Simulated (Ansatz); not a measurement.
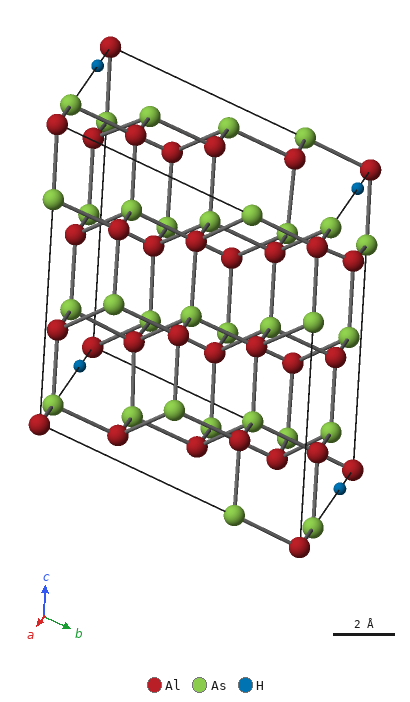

**Figure 1.** The structure as given in the input (ball-and-stick view of the cell of the calculation, seen slightly off an axis).

**Two runs on Al16As16H**

System: Al16As16H (defect cell, 33 atoms in the cell, total charge +1).
Method of the first run: DFT PBE, scalar-relativistic, plane waves, PAW, no spin polarisation (Ansatz 0.2.0).

The structure derives from a Materials Project entry. Text and figures count atoms from 1; the logs count them from 0 in places.

**Input file, the first run**
```yaml
crystal:
  lattice:
    - [5.727912321, 5.727912321, 5.727912321]
    - [-5.727912321, 5.727912321, -5.727912321]
    - [-5.727912321, -5.727912321, 5.727912321]
  atoms:
    - { symbol: Al, position: [0.5024884313, 0.7507540663, 0.7507540663] }
    - { symbol: Al, position: [0.4992459337, 0.501734365, 0.0] }
    - { symbol: Al, position: [0.748265635, 0.498265635, 0.7475115687] }
    - { symbol: Al, position: [0.4912462567, 0.2412462567, 0.2412462567] }
    - { symbol: Al, position: [0.751734365, 0.2492459337, 0.0] }
    - { symbol: Al, position: [0.0007540663, 0.2524884313, 0.7507540663] }
    - { symbol: Al, position: [0.4992459337, 0.0, 0.501734365] }
    - { symbol: Al, position: [0.751734365, 0.0, 0.2492459337] }
    - { symbol: Al, position: [0.0087537433, 0.0, 0.0] }
    - { symbol: Al, position: [0.25, 0.0, 0.7587537433] }
    - { symbol: Al, position: [0.748265635, 0.7475115687, 0.498265635] }
    - { symbol: Al, position: [0.0007540663, 0.7507540663, 0.2524884313] }
    - { symbol: Al, position: [0.25, 0.7587537433, 0.0] }
    - { symbol: Al, position: [-0.0024884313, 0.498265635, 0.498265635] }
    - { symbol: Al, position: [0.25, 0.501734365, 0.2492459337] }
    - { symbol: Al, position: [0.25, 0.2492459337, 0.501734365] }
    - { symbol: As, position: [0.7544658993, 0.0, 0.0] }
    - { symbol: As, position: [0.75, 0.75, 0.25] }
    - { symbol: As, position: [-0.0032352168, 0.7467647832, 0.0] }
    - { symbol: As, position: [0.7455341007, 0.4955341007, 0.4955341007] }
    - { symbol: As, position: [0.0, 0.5, 0.25] }
    - { symbol: As, position: [0.25, 0.5044658993, 0.0] }
    - { symbol: As, position: [0.75, 0.25, 0.75] }
    - { symbol: As, position: [0.0, 0.25, 0.5] }
    - { symbol: As, position: [0.25, 0.2532352168, 0.2532352168] }
    - { symbol: As, position: [0.5032352168, 0.2532352168, 0.0] }
    - { symbol: As, position: [-0.0032352168, 0.0, 0.7467647832] }
    - { symbol: As, position: [0.25, 0.0, 0.5044658993] }
    - { symbol: As, position: [0.5032352168, 0.0, 0.2532352168] }
    - { symbol: As, position: [0.25, 0.7467647832, 0.7467647832] }
    - { symbol: As, position: [0.5, 0.75, 0.5] }
    - { symbol: As, position: [0.5, 0.5, 0.75] }
    - { symbol: H, position: [0.25, 0.0, 0.0] }
  host:
    lattice:
      - [0.0, 2.8639561605, 2.8639561605]
      - [2.8639561605, 0.0, 2.8639561605]
      - [2.8639561605, 2.8639561605, 0.0]
    atoms:
      - { symbol: Al, position: [0.0, 0.0, 0.0] }
      - { symbol: As, position: [0.75, 0.75, 0.75] }
total_charge: 1
basis:
  ecutwfc: 420
  xc_grid: 2
kpoints:
  mp_grid: { grid: [2, 2, 2], shift: [0.0, 0.0, 0.0] }
hamiltonian:
  xc: pbe
scf:
  occupations: { method: gaussian, width: 0.01 }
output:
  forces: true
  stress: false
  eigenvalues: true
  charged_corrections:
    defect_position: [0.25, 0.0, 0.0]
    epsilon: [[11.5641, 0.0, 0.0], [0.0, 11.5641, 0.0], [0.0, 0.0, 11.5641]]
  write_density: true
  write_potential: true
  elf: true
  volumetric_format: npy
relax:
  adjacent_minimum: "off"
  f_tol: 0.025
  max_steps: 45
```

Launched with:
```bash
ansatz run input.yaml --threads 4 --pin off --max-ram 8192MiB --backend cpu --events-out ev --progress --plain --runs-dir out
```

Hardware: 4 threads of Intel Xeon @ 2.50GHz (Skylake/Cascade Lake), 128 GiB of memory available, shared host.

**Output, shortened to warnings, some set-up lines, iterations and results (the first run)**
```
Basis set: ecut = 420 eV, 14771 PW (Γ), exchange–correlation on 144×144×144 points (8 copies of the dense FFT grid, shifted against one another)
Symmetry: 24 space group operations
k-points: 3 of 8
Initial density: superposition of atomic densities (neutral atoms scaled as one to the charged cell's electrons: chi_scale 0, normalization atom), corrected by the library's trained network
[...]
SCF iter   1: F=—  HF=-86334.100521 eV  |F-HF|=—  |Δ(HF+E_count)|=         —  Δρ=1.27e-2  dr2=2.64e0  ethr=1.77e-3  ⟨swp⟩=6.0  Hψ=2002  notcnv=0  defer=19
SCF iter   2: F=—  HF=-86333.777010 eV  |F-HF|=—  |Δ(HF+E_count)|=   3.24e-1  Δρ=1.06e-2  dr2=1.76e0  ethr=9.15e-4  ⟨swp⟩=2.7  Hψ=776  notcnv=0  defer=81
SCF iter   3: F=—  HF=-86333.645098 eV  |F-HF|=—  |Δ(HF+E_count)|=   1.32e-1  Δρ=4.03e-3  dr2=1.92e-1  ethr=6.12e-4  ⟨swp⟩=2.3  Hψ=580  notcnv=0  defer=81
SCF iter   4: F=—  HF=-86333.602034 eV  |F-HF|=—  |Δ(HF+E_count)|=   4.31e-2  Δρ=5.19e-3  dr2=4.05e-1  ethr=6.67e-5  ⟨swp⟩=3.0  Hψ=786  notcnv=0  defer=76
SCF iter   5: F=—  HF=-86333.594874 eV  |F-HF|=—  |Δ(HF+E_count)|=   7.16e-3  Δρ=1.23e-3  dr2=2.52e-2  ethr=6.67e-5  ⟨swp⟩=1.3  Hψ=456  notcnv=0  defer=76
[... 103 lines ...]
SCF iter   6: F=—  HF=-86333.660549 eV  |F-HF|=—  |Δ(HF+E_count)|=   4.95e-5  Δρ=1.11e-5  dr2=2.27e-6  ethr=8.95e-9  ⟨swp⟩=2.0  Hψ=642  notcnv=0  defer=80
SCF iter   7: F=—  HF=-86333.660551 eV  |F-HF|=—  |Δ(HF+E_count)|=   1.69e-6  Δρ=3.58e-6  dr2=1.45e-7  ethr=7.88e-10  ⟨swp⟩=2.0  Hψ=883  notcnv=0  defer=80
SCF iter   8: F=-86333.660551 eV  HF=-86333.660551 eV  |F-HF|=2.04e-10  |Δ(HF+E_count)|=   4.89e-8  Δρ=1.72e-6  dr2=3.03e-8  ethr=3.47e-11  ⟨swp⟩=16.7  Hψ=3968  notcnv=0
SCF 10 converged in 8 iterations: F = -86333.660551 eV  dr2 = 3.03e-8
relax step  10: F+E_penalty+E_count = -86333.66055091 eV  Δ(F+E_penalty+E_count) = -7.343e-3 eV  max|allowed force component| = 5.716e-3 eV/Å  Δτ_max = 0.0231 Å  (8 SCF …
SCF converged after 8 iterations
Free energy (F): -86333.660551 eV
Harris-Foulkes:  -86333.660551 eV  (|F-HF|=2.04e-10)
Internal energy: -86333.657901 eV  (E = F + TS)
E sigma→0 (E₀):  -86333.659226 eV
Entropy (-TS):   -0.002650 eV (-0.080 meV/atom)
Fermi energy:    5.890664 eV
--- Per-component energies (eV) ---
  E_band       = -4381.264249
  E_kinetic    = 2011.385198
  E_local      = -34169.695717  (includes V_loc(G=0)·N_el)
  E_nonlocal   = -10561.136878
  E_hartree    = 18209.603265
  E_xc         = -1896.434662
  E_vxc        = -1722.899330  (∫ρ·V_xc dr)
  E_paw        = -36847.621601  (= ΣΔE_a)
  E_vpaw       = 3641.866290  (= ΣTr[D̂ρ^β])
  E_aug_tail   = -0.001054  (compensation charges beyond the density's cutoff)
  E_ewald      = -23079.756452
  E_smearing   = -0.002650  (= −TS)
  E_closure    = 0.000000  (closes the sum)
  E_deformation_potential = 12.531534  (in the stress; not in F)
  Σ components = -86333.660551   (vs F -86333.660551, Δ=0.00e0)
--- Forces (eV/Å), atoms counted from 1 ---
  atom   1  Al     0.00498344    -0.00244500    -0.00244500
  atom   2  Al     0.00244500     0.00498344     0.00244500
  atom   3  Al    -0.00244500    -0.00498344     0.00244500
  atom   4  Al    -0.00571586     0.00571586     0.00571586
  atom   5  Al    -0.00244500     0.00498344    -0.00244500
  atom   6  Al     0.00244500    -0.00244500    -0.00498344
  atom   7  Al     0.00244500     0.00244500     0.00498344
  atom   8  Al    -0.00244500    -0.00244500     0.00498344
  atom   9  Al    -0.00571586    -0.00571586    -0.00571586
  atom  10  Al     0.00571586     0.00571586    -0.00571586
  atom  11  Al    -0.00244500     0.00244500    -0.00498344
  atom  12  Al     0.00244500    -0.00498344    -0.00244500
  atom  13  Al     0.00571586    -0.00571586     0.00571586
  atom  14  Al     0.00498344     0.00244500     0.00244500
  atom  15  Al    -0.00498344    -0.00244500     0.00244500
  atom  16  Al    -0.00498344     0.00244500    -0.00244500
  atom  17  As    -0.00482757    -0.00482757    -0.00482757
  atom  18  As    -0.00000000    -0.00000000    -0.00000000
  atom  19  As     0.00000000     0.00275772    -0.00000000
  atom  20  As    -0.00482757     0.00482757     0.00482757
  atom  21  As    -0.00000000    -0.00000000    -0.00000000
  atom  22  As     0.00482757    -0.00482757     0.00482757
  atom  23  As     0.00000000    -0.00000000    -0.00000000
  atom  24  As    -0.00000000    -0.00000000    -0.00000000
  atom  25  As     0.00275772    -0.00000000     0.00000000
  atom  26  As     0.00000000    -0.00275772    -0.00000000
  atom  27  As     0.00000000    -0.00000000     0.00275772
  atom  28  As     0.00482757     0.00482757    -0.00482757
[...]
```

For the second run the input was changed thus:
```diff
+  algorithm: density_mixing
+  mixing: { preconditioner: ldos }
-  stress: false
-  charged_corrections:
-    defect_position: [0.25, 0.0, 0.0]
-    epsilon: [[11.5641, 0.0, 0.0], [0.0, 11.5641, 0.0], [0.0, 0.0, 11.5641]]
-  write_density: true
-  write_potential: true
-  elf: true
-  volumetric_format: npy
```

How does the second run compare with the first run?

Both reach the same energy, so the change doesn't alter the result. The SCF takes 151 iterations over all geometry steps against 93.

**Output, shortened to warnings, some set-up lines, iterations and results (the second run)**
```
Basis set: ecut = 420 eV, 14771 PW (Γ), exchange–correlation on 144×144×144 points (8 copies of the dense FFT grid, shifted against one another)
Symmetry: 24 space group operations
k-points: 3 of 8
Initial density: superposition of atomic densities (neutral atoms scaled as one to the charged cell's electrons: chi_scale 0, normalization atom), corrected by the library's trained network
[...]
SCF iter   1: F=—  HF=-86334.100521 eV  |F-HF|=—  |Δ(HF+E_count)|=         —  Δρ=1.27e-2  dr2=2.64e0  ethr=1.77e-3  ⟨swp⟩=6.0  Hψ=2002  notcnv=0  defer=19
SCF iter   2: F=—  HF=-86333.706821 eV  |F-HF|=—  |Δ(HF+E_count)|=   3.94e-1  Δρ=9.05e-3  dr2=1.35e0  ethr=9.15e-4  ⟨swp⟩=2.7  Hψ=776  notcnv=0  defer=81
SCF iter   3: F=—  HF=-86333.657053 eV  |F-HF|=—  |Δ(HF+E_count)|=   4.98e-2  Δρ=7.32e-3  dr2=9.50e-1  ethr=4.69e-4  ⟨swp⟩=2.3  Hψ=610  notcnv=0  defer=81
SCF iter   4: F=—  HF=-86333.625600 eV  |F-HF|=—  |Δ(HF+E_count)|=   3.15e-2  Δρ=3.10e-3  dr2=1.72e-1  ethr=3.30e-4  ⟨swp⟩=2.0  Hψ=619  notcnv=0  defer=76
SCF iter   5: F=—  HF=-86333.609943 eV  |F-HF|=—  |Δ(HF+E_count)|=   1.57e-2  Δρ=2.49e-3  dr2=1.10e-1  ethr=5.98e-5  ⟨swp⟩=2.3  Hψ=469  notcnv=0  defer=76
[... 163 lines ...]
SCF iter   4: F=—  HF=-86333.660095 eV  |F-HF|=—  |Δ(HF+E_count)|=   6.67e-8  Δρ=4.02e-6  dr2=2.84e-7  ethr=2.16e-10  ⟨swp⟩=2.0  Hψ=737  notcnv=0
SCF iter   5: F=—  HF=-86333.660095 eV  |F-HF|=—  |Δ(HF+E_count)|=   2.87e-8  Δρ=2.13e-6  dr2=1.31e-7  ethr=9.87e-11  ⟨swp⟩=2.0  Hψ=611  notcnv=0
SCF iter   6: F=-86333.660095 eV  HF=-86333.660095 eV  |F-HF|=3.68e-8  |Δ(HF+E_count)|=   2.32e-8  Δρ=1.30e-6  dr2=4.23e-8  ethr=3.47e-11  ⟨swp⟩=5.0  Hψ=1654  notcnv=0
SCF 11 converged in 6 iterations: F = -86333.660095 eV  dr2 = 4.23e-8
relax step  11: F+E_penalty+E_count = -86333.66009474 eV  Δ(F+E_penalty+E_count) = -1.980e-6 eV  max|allowed force component| = 1.402e-2 eV/Å  Δτ_max = 0.0000 Å  (6 SCF …
SCF converged after 6 iterations
Free energy (F): -86333.660095 eV
Harris-Foulkes:  -86333.660095 eV  (|F-HF|=3.68e-8)
Internal energy: -86333.657445 eV  (E = F + TS)
E sigma→0 (E₀):  -86333.658770 eV
Entropy (-TS):   -0.002650 eV (-0.080 meV/atom)
Fermi energy:    5.886511 eV
--- Per-component energies (eV) ---
  E_band       = -4381.439416
  E_kinetic    = 2011.418094
  E_local      = -34170.041109  (includes V_loc(G=0)·N_el)
  E_nonlocal   = -10561.125477
  E_hartree    = 18209.694595
  E_xc         = -1896.443373
  E_vxc        = -1722.912232  (∫ρ·V_xc dr)
  E_paw        = -36847.638569  (= ΣΔE_a)
  E_vpaw       = 3641.830640  (= ΣTr[D̂ρ^β])
  E_aug_tail   = -0.001049  (compensation charges beyond the density's cutoff)
  E_ewald      = -23079.520556
  E_smearing   = -0.002650  (= −TS)
  E_closure    = 0.000000  (closes the sum)
  E_deformation_potential = 12.531534  (in the stress; not in F)
  Σ components = -86333.660095   (vs F -86333.660095, Δ=0.00e0)
--- Forces (eV/Å), atoms counted from 1 ---
  atom   1  Al    -0.01338690     0.00754980     0.00754980
  atom   2  Al    -0.00754980    -0.01338690    -0.00754980
  atom   3  Al     0.00754980     0.01338690    -0.00754980
  atom   4  Al     0.01401647    -0.01401647    -0.01401647
  atom   5  Al     0.00754980    -0.01338690     0.00754980
  atom   6  Al    -0.00754980     0.00754980     0.01338690
  atom   7  Al    -0.00754980    -0.00754980    -0.01338690
  atom   8  Al     0.00754980     0.00754980    -0.01338690
  atom   9  Al     0.01401647     0.01401647     0.01401647
  atom  10  Al    -0.01401647    -0.01401647     0.01401647
  atom  11  Al     0.00754980    -0.00754980     0.01338690
  atom  12  Al    -0.00754980     0.01338690     0.00754980
  atom  13  Al    -0.01401647     0.01401647    -0.01401647
  atom  14  Al    -0.01338690    -0.00754980    -0.00754980
  atom  15  Al     0.01338690     0.00754980    -0.00754980
  atom  16  Al     0.01338690    -0.00754980     0.00754980
  atom  17  As    -0.00102993    -0.00102993    -0.00102993
  atom  18  As    -0.00000000    -0.00000000    -0.00000000
  atom  19  As    -0.00000000    -0.00379660    -0.00000000
  atom  20  As    -0.00102993     0.00102993     0.00102993
  atom  21  As    -0.00000000     0.00000000     0.00000000
  atom  22  As     0.00102993    -0.00102993     0.00102993
  atom  23  As    -0.00000000     0.00000000     0.00000000
  atom  24  As     0.00000000    -0.00000000     0.00000000
  atom  25  As    -0.00379660    -0.00000000     0.00000000
  atom  26  As    -0.00000000     0.00379660    -0.00000000
  atom  27  As     0.00000000    -0.00000000    -0.00379660
  atom  28  As     0.00102993     0.00102993    -0.00102993
[...]
```

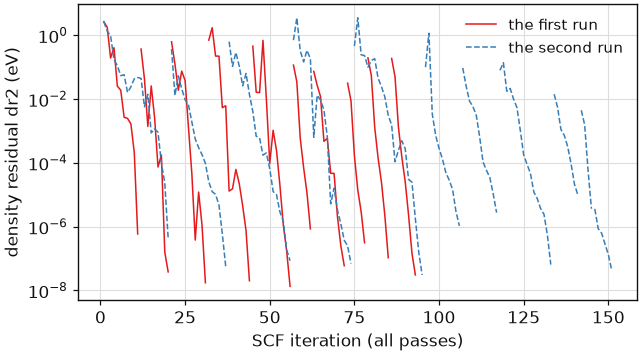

**Figure 2.** Convergence of the two runs: density residual dr2 against the SCF iteration. A break in a curve parts two SCF passes. The first run takes 93 iterations in all, and the second run takes 151.

**The two runs side by side**

```tsv
quantity	the first run	the second run
outcome	converged	converged
free energy per atom (eV)	−2616.1715	−2616.1715
gap on the mesh (eV)	0.00	0.00
largest force (eV/Å)	0.010	0.024
SCF iterations	93	151
irreducible k-points	3	3
wall time (shared host)	2.4 min	3.1 min
```
